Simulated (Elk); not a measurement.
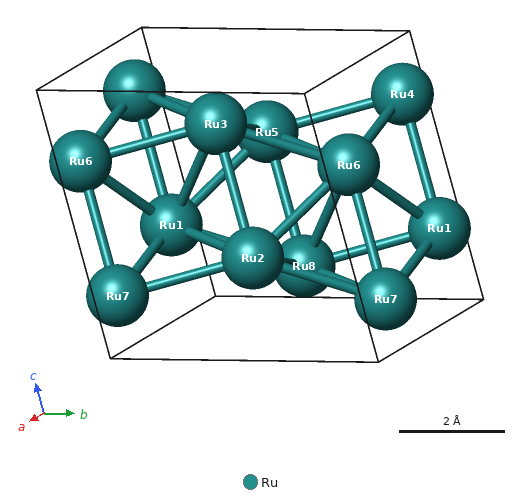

*The structure (ball-and-stick view of the reduced cell, seen at an oblique angle; atoms are numbered from 1 in the order of the input).*

Near neighbours in the crystal (not all of them lie inside the picture): Ru has 12 Ru at 2.68 to 2.70 Å.

## Single-point calculation of Ru

Ru (8 atoms in the cell), computed with DFT, PBE, all-electron APW+lo, Dirac cores, scalar-relativistic bands, no spin polarisation (Elk 11.2.3 (patched build)).

The structure was built on a prototype by a generator; it need not be a known phase. The run did not end well.

Standard output:
```
┌─────────────────────────────────┐
│ Elk code version 11.2.3 started │
└─────────────────────────────────┘

Info(readinput): the functional depends on the density's gradient
 twice the muffin-tin radial points are taken where nrmtscf is not given

┌──────────────────┐
│ Current task : 0 │
└──────────────────┘

Info(findsymcrys): atomic basis shift (lattice) :
  0.2500000000      0.7500000000       0.000000000
See GEOMETRY.OUT for new atomic positions

Warning(gndstate): failed to reach self-consistency after 2 loops

┌──────────────────┐
│ Elk code stopped │
└──────────────────┘
```

INFO.OUT (set-up, first and last loops):
```
┌─────────────────────────┐
│ Elk code version 11.2.3 │
└─────────────────────────┘

All units are atomic (Hartree, Bohr, etc.)

┌─────────────────────────────────────────────────┐
│ Ground-state run starting from atomic densities │
└─────────────────────────────────────────────────┘

Lattice vectors :
  -7.646133240       4.414497084       8.257823899
   7.646133240      -4.414497084       8.257823899
   2.548711080       4.414497084      -8.257823899

Reciprocal lattice vectors :
 -0.5676263666E-17  0.7116535799      0.3804383203
  0.6163100789      0.3558267900      0.3804383203
  0.6163100789       1.067480370     -0.7472779410E-17

Unit cell volume      :    743.2885546
Brillouin zone volume :   0.3337199422

Muffin-tin inner radius fraction :   0.1000000000E-01

Nuclei treated as point charges

Species : 1 (Ru)
 parameters loaded from : Ru.in
 name : ruthenium
 nuclear charge    :   -44.00000000
 electronic charge :    44.00000000
 atomic mass :    184239.3393
 muffin-tin radius :    2.400000000
 number of radial points in muffin-tin :    897
 inner part over the whole radius :   0.9506052066E-02
 number on inner part of muffin-tin    :    641
 approximate nuclear radius :   0.8462081736E-04
 number of mesh points to nuclear radius :    333
 atomic positions (lattice), magnetic fields (Cartesian) :
  1 :   0.20833333  0.04166667  0.00000000    0.00000000  0.00000000  0.00000000
  2 :  -0.29166667 -0.45833333  0.00000000    0.00000000  0.00000000  0.00000000
  3 :  -0.29166667  0.04166667  0.50000000    0.00000000  0.00000000  0.00000000
  4 :   0.20833333 -0.45833333  0.50000000    0.00000000  0.00000000  0.00000000
  5 :  -0.20833333 -0.04166667  0.00000000    0.00000000  0.00000000  0.00000000
  6 :   0.29166667  0.45833333  0.00000000    0.00000000  0.00000000  0.00000000
  7 :   0.29166667 -0.04166667  0.50000000    0.00000000  0.00000000  0.00000000
  8 :  -0.20833333  0.45833333  0.50000000    0.00000000  0.00000000  0.00000000

Total number of atoms per unit cell :    8
Total muffin-tin volume :    463.2466863
 ratio of muffin-tin to unit cell volume :   0.6232393644

Spin treatment :
 spin-unpolarised

Number of Bravais lattice symmetries :    8
Number of crystal symmetries         :   32
Crystal has inversion symmetry
Real symmetric eigensolver will be used

k-point grid :      9     9     9
k-point offset :    0.000000000       0.000000000       0.000000000
k-point set is reduced with full crystal symmetry group
Total number of k-points :      125

Muffin-tin radius times maximum |G+k| :    7.000000000
 using average radius
Maximum |G+k| for APW functions       :    2.916666667
Maximum (1/2)|G+k|²                   :    4.253472222
Maximum |G| for potential and density :    12.00000000
Constant for pseudocharge density :    7
 order of it for each species :   14
 order of it for pair densities of each species (exact exchange by exxq0 0: 14) :   10
Radial integration step length :    4

G-vector grid sizes :     48    48    40
Number of G-vectors :    21753

Maximum angular momentum used for
 APW functions            :    8
 outer part of muffin-tin :    6
 inner part of muffin-tin :    3

Total nuclear charge    :   -352.0000000
Total core charge       :    224.0000000
Total valence charge    :    128.0000000
Total excess charge     :    0.000000000
Total electronic charge :    352.0000000

Effective Wigner radius, rₛ :   0.7958698591

Number of empty states         :     40
Total number of valence states :    105
Total number of core states    :    224

Third-order local-orbitals added for an l without core states : T
Total number of local-orbitals :    144

Exchange-correlation functional :     20     0     0
 Perdew-Burke-Ernzerhof, Phys. Rev. Lett. 77, 3865 (1996)
 gradient requirement :    1
 generalised gradient approximation (GGA)

Smearing type :    3
 Fermi-Dirac
Smearing width :   0.3000000000E-02
Effective electronic temperature (K) :    947.3250744

Mixing type :    3
 Broyden mixing, J. Phys. A: Math. Gen. 17, L317 (1984)

Kohn-Sham potential initialised from atomic data

┌──────────────────────────────┐
│ Self-consistent loop started │
└──────────────────────────────┘

┌─────────────────┐
│ Loop number : 1 │
└─────────────────┘

Energies :
 Fermi                       :     0.32292403398738
 sum of occupied eigenvalues :     -21620.655791591
 electron kinetic            :      37680.054674074
 core electron kinetic       :      36675.925339447
 Coulomb                     :     -72869.592828864
 Coulomb potential           :     -57938.528582554
 nuclear-nuclear             :     -4938.0994408929
 electron-nuclear            :     -78087.482543521
 Hartree                     :      10155.989155549
 Madelung                    :     -43900.328537587
 xc potential                :     -1362.1818831108
 exchange                    :     -1049.2923176912
 correlation                 :     -18.786200372054
 electron entropic           :    -0.45911830626075E-02
 total energy                :     -36257.621264036

Density of states at Fermi energy :    155.4057243
 (states/Hartree/unit cell)

Estimated indirect band gap :   0.5508034643E-03
 from k-point 90 to k-point 42
Estimated direct band gap   :   0.6868884744E-03
 at k-point 15

Charges :
 core                        :    224.0000000
 valence                     :    128.0000000
 interstitial                :    14.65397823
 muffin-tins (core leakage)
  species : 1 (Ru)
   atom 1                    :    42.16825272     ( -0.9091290103E-06)
   atom 2                    :    42.16825272     ( -0.9091290103E-06)
   atom 3                    :    42.16825272     ( -0.9091290103E-06)
   atom 4                    :    42.16825272     ( -0.9091290103E-06)
   atom 5                    :    42.16825272     ( -0.9091290103E-06)
   atom 6                    :    42.16825272     ( -0.9091290103E-06)
   atom 7                    :    42.16825272     ( -0.9091290103E-06)
   atom 8                    :    42.16825272     ( -0.9091290103E-06)
 total in muffin-tins        :    337.3460218
 total calculated charge     :    351.9956673
 total charge                :    352.0000000
 error                       :   0.4332675041E-02

┌─────────────────┐
│ Loop number : 2 │
└─────────────────┘

Reached self-consistent loops maximum

Energies :
 Fermi                       :     0.32363097238615
 sum of occupied eigenvalues :     -21620.896748207
 electron kinetic            :      37680.717089737
 core electron kinetic       :      36676.047806009
 Coulomb                     :     -72870.510922738
 Coulomb potential           :     -57938.055761432
 nuclear-nuclear             :     -4938.0994408929
 electron-nuclear            :     -78089.848056551
 Hartree                     :      10157.436574706
 Madelung                    :     -43901.483042022
 xc potential                :     -1363.5580765110
 exchange                    :     -1049.3523905065
 correlation                 :     -18.785724334183
 electron entropic           :    -0.46054168862139E-02
 total energy                :     -36257.936553259

Density of states at Fermi energy :    155.8935560
 (states/Hartree/unit cell)

Estimated indirect band gap :   0.5683476261E-03
 from k-point 90 to k-point 42
Estimated direct band gap   :   0.6565863400E-03
 at k-point 15

Charges :
 core                        :    224.0000000
 valence                     :    128.0000000
 interstitial                :    14.61800767
 muffin-tins (core leakage)
  species : 1 (Ru)
   atom 1                    :    42.17274904     ( -0.9095630844E-06)
   atom 2                    :    42.17274904     ( -0.9095630844E-06)
   atom 3                    :    42.17274904     ( -0.9095630844E-06)
   atom 4                    :    42.17274904     ( -0.9095630844E-06)
   atom 5                    :    42.17274904     ( -0.9095630844E-06)
   atom 6                    :    42.17274904     ( -0.9095630844E-06)
   atom 7                    :    42.17274904     ( -0.9095630844E-06)
   atom 8                    :    42.17274904     ( -0.9095630844E-06)
 total in muffin-tins        :    337.3819923
 total calculated charge     :    351.9956517
 total charge                :    352.0000000
 error                       :   0.4348316525E-02

┌──────────────────────────────┐
│ Self-consistent loop stopped │
└──────────────────────────────┘

Wrote STATE.OUT
```

File EVALCORE.OUT:
```
Species :    1 (Ru), atom :    1
 n =  1, l =  0, k =  1 :   -805.3257531
 n =  2, l =  0, k =  1 :   -115.3413969
 n =  2, l =  1, k =  1 :   -106.5394874
 n =  2, l =  1, k =  2 :   -101.7272117
 n =  3, l =  0, k =  1 :   -19.90334137
 n =  3, l =  1, k =  1 :   -16.48864817
 n =  3, l =  1, k =  2 :   -15.67212344
 n =  3, l =  2, k =  2 :   -9.629196525
 n =  3, l =  2, k =  3 :   -9.470114807

Species :    1 (Ru), atom :    2
 n =  1, l =  0, k =  1 :   -805.3257531
 n =  2, l =  0, k =  1 :   -115.3413969
 n =  2, l =  1, k =  1 :   -106.5394874
 n =  2, l =  1, k =  2 :   -101.7272117
 n =  3, l =  0, k =  1 :   -19.90334137
 n =  3, l =  1, k =  1 :   -16.48864817
 n =  3, l =  1, k =  2 :   -15.67212344
 n =  3, l =  2, k =  2 :   -9.629196525
 n =  3, l =  2, k =  3 :   -9.470114807

Species :    1 (Ru), atom :    3
 n =  1, l =  0, k =  1 :   -805.3257531
 n =  2, l =  0, k =  1 :   -115.3413969
 n =  2, l =  1, k =  1 :   -106.5394874
 n =  2, l =  1, k =  2 :   -101.7272117
 n =  3, l =  0, k =  1 :   -19.90334137
 n =  3, l =  1, k =  1 :   -16.48864817
 n =  3, l =  1, k =  2 :   -15.67212344
 n =  3, l =  2, k =  2 :   -9.629196525
 n =  3, l =  2, k =  3 :   -9.470114807

Species :    1 (Ru), atom :    4
 n =  1, l =  0, k =  1 :   -805.3257531
 n =  2, l =  0, k =  1 :   -115.3413969
 n =  2, l =  1, k =  1 :   -106.5394874
 n =  2, l =  1, k =  2 :   -101.7272117
 n =  3, l =  0, k =  1 :   -19.90334137
 n =  3, l =  1, k =  1 :   -16.48864817
 n =  3, l =  1, k =  2 :   -15.67212344
 n =  3, l =  2, k =  2 :   -9.629196525
 n =  3, l =  2, k =  3 :   -9.470114807

Species :    1 (Ru), atom :    5
 n =  1, l =  0, k =  1 :   -805.3257531
 n =  2, l =  0, k =  1 :   -115.3413969
 n =  2, l =  1, k =  1 :   -106.5394874
 n =  2, l =  1, k =  2 :   -101.7272117
 n =  3, l =  0, k =  1 :   -19.90334137
 n =  3, l =  1, k =  1 :   -16.48864817
 n =  3, l =  1, k =  2 :   -15.67212344
 n =  3, l =  2, k =  2 :   -9.629196525
 n =  3, l =  2, k =  3 :   -9.470114807

Species :    1 (Ru), atom :    6
 n =  1, l =  0, k =  1 :   -805.3257531
 n =  2, l =  0, k =  1 :   -115.3413969
 n =  2, l =  1, k =  1 :   -106.5394874
 n =  2, l =  1, k =  2 :   -101.7272117
 n =  3, l =  0, k =  1 :   -19.90334137
 n =  3, l =  1, k =  1 :   -16.48864817
 n =  3, l =  1, k =  2 :   -15.67212344
 n =  3, l =  2, k =  2 :   -9.629196525
 n =  3, l =  2, k =  3 :   -9.470114807

Species :    1 (Ru), atom :    7
 n =  1, l =  0, k =  1 :   -805.3257531
 n =  2, l =  0, k =  1 :   -115.3413969
 n =  2, l =  1, k =  1 :   -106.5394874
 n =  2, l =  1, k =  2 :   -101.7272117
 n =  3, l =  0, k =  1 :   -19.90334137
 n =  3, l =  1, k =  1 :   -16.48864817
 n =  3, l =  1, k =  2 :   -15.67212344
 n =  3, l =  2, k =  2 :   -9.629196525
 n =  3, l =  2, k =  3 :   -9.470114807

Species :    1 (Ru), atom :    8
 n =  1, l =  0, k =  1 :   -805.3257531
 n =  2, l =  0, k =  1 :   -115.3413969
 n =  2, l =  1, k =  1 :   -106.5394874
 n =  2, l =  1, k =  2 :   -101.7272117
 n =  3, l =  0, k =  1 :   -19.90334137
 n =  3, l =  1, k =  1 :   -16.48864817
 n =  3, l =  1, k =  2 :   -15.67212344
 n =  3, l =  2, k =  2 :   -9.629196525
 n =  3, l =  2, k =  3 :   -9.470114807
```

The run was set up as follows.

The input (elk.in):
```
tasks
  0

xctype
  20

rgkmax
  7.0

gmaxvr
  12.0

lmaxapw
  8

lmaxo
  6

lmaxi
  3

nrmtscf
  1.5

nempty
  5

epspot
  1e-06

epsengy
  1e-05

maxscl
  2

lradstp
  4

swidth
  0.003

sppath
  './'

avec
  -7.64613323999 4.41449708436 8.25782389917
  7.64613323999 -4.41449708436 8.25782389917
  2.54871108000 4.41449708436 -8.25782389917

atoms
  1
  'Ru.in'
  8
  0.958333333000 0.291666667000 0.000000000000   0.000 0.000 0.000
  0.458333333000 0.791666667000 0.000000000000   0.000 0.000 0.000
  0.458333333000 0.291666667000 0.500000000000   0.000 0.000 0.000
  0.958333333000 0.791666667000 0.500000000000   0.000 0.000 0.000
  0.541666667000 0.208333333000 0.000000000000   0.000 0.000 0.000
  0.041666667000 0.708333333000 0.000000000000   0.000 0.000 0.000
  0.041666667000 0.208333333000 0.500000000000   0.000 0.000 0.000
  0.541666667000 0.708333333000 0.500000000000   0.000 0.000 0.000

ngridk
  9 9 9
```

Launched with:
```bash
OMP_NUM_THREADS=2 elk
```

What the run reported:

- outcome: not converged
- space group (tolerance 0.01 Å): P6₃/mmc (194)
- total energy: −36257.936553 hartree
- Fermi energy: 0.323631 hartree
- gap on the k-point mesh: none (states at the Fermi level)
- hardware: 2 threads of Arm Neoverse V1, 24 GiB of memory available, shared host
- wall time: 23 s (CPU time 46 s)
- peak memory: 0.23 GiB

Some settings of this run were drawn to be unusual or wrong. The run did not converge. Its last values are not results. The program warns: failed to reach self-consistency after 2 loops.
